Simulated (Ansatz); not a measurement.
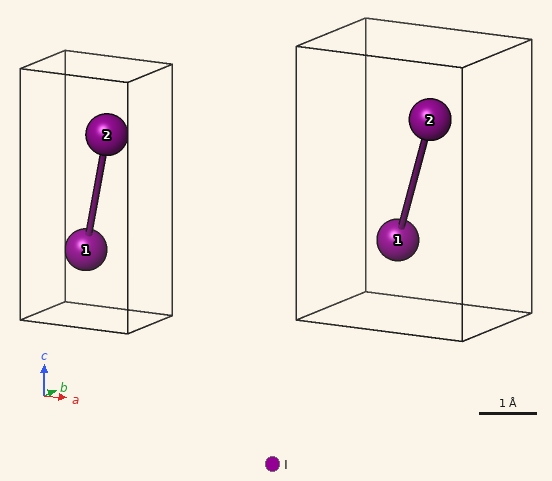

Two geometries of crystalline I (a generated structure, set up in P6_3/mmc), drawn at one scale. One is the start of a relaxation, the other its converged end. The picture is a ball-and-stick view of the cell of the calculation, seen slightly off an axis.

Computed with DFT, PBE, PAW with Ansatz's default frozen-core files, scalar-relativistic (Ansatz 0.2.0). Settings: plane-wave cutoff 420 eV; k-point mesh 15 × 15 × 8; occupations fermi dirac; smearing width 0.05 eV; no spin polarisation; cell and atoms relaxed; force threshold 0.005 eV/Å; at most 80 steps.

Which of the two is the end point?

The right one is the relaxed one. Case: cell and atoms relaxed from a first guess. After 18 accepted moves (21 points after the start) the energy has fallen by 10.290 eV per cell of the calculation. All forces vanish by symmetry, so only the cell relaxes. Pressure: 179.37 GPa at the start and 0.01 GPa at the end. The SCF was repeated 3 times at an unchanged geometry on a basis and grid sized afresh for the cell, which shifted the energy by 0.432 eV per cell of the calculation at most. The atoms keep their places relative to the cell (all moves are under 0.005 Å). The drawn cell changes as follows: a = b 2.768 → 4.283 Å (+54.7 %), c 4.484 → 4.883 Å (+8.9 %); the volume changes by +160.7 %. Near-neighbour distances that change, for instance: I1–I1 2.768 → 4.283 Å, I1–I2 2.753 → 3.475 Å. The space group stays P6_3/mmc (No. 194).
